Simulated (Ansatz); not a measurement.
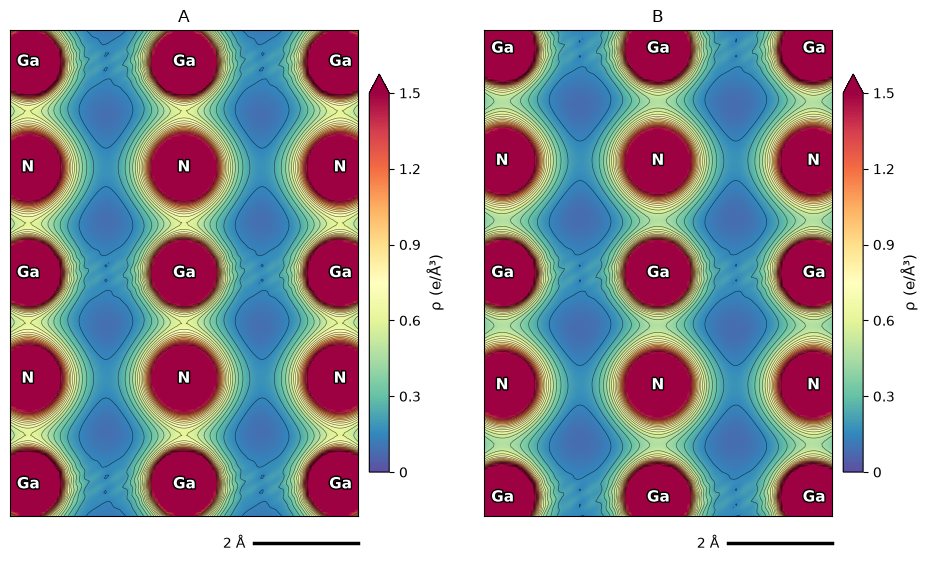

GaN. The valence charge density (pseudo) of two cells that differ in size and shape, on the (101̄) plane of each (indices in the axes of the calculation cell), at one length scale and on one colour scale: B has 9.6 Å³ an atom and A 9.0.

Space group I4/mmm; started from the rocksalt prototype, which need not be the ambient phase.

Computed with DFT, r2SCAN with spin-orbit coupling, plane waves, PAW (Ansatz).

Q: What does the compression do to the bonding and the properties?

A: From the larger cell to the smaller, Ga–N goes from 2.15 to 2.02 Å, and the density at its midpoint from 0.48 to 0.62 e/Å³; the pressure goes from −4.3 to 13 GPa; the Kohn–Sham gap goes from 0.79 eV to 1.1 eV.
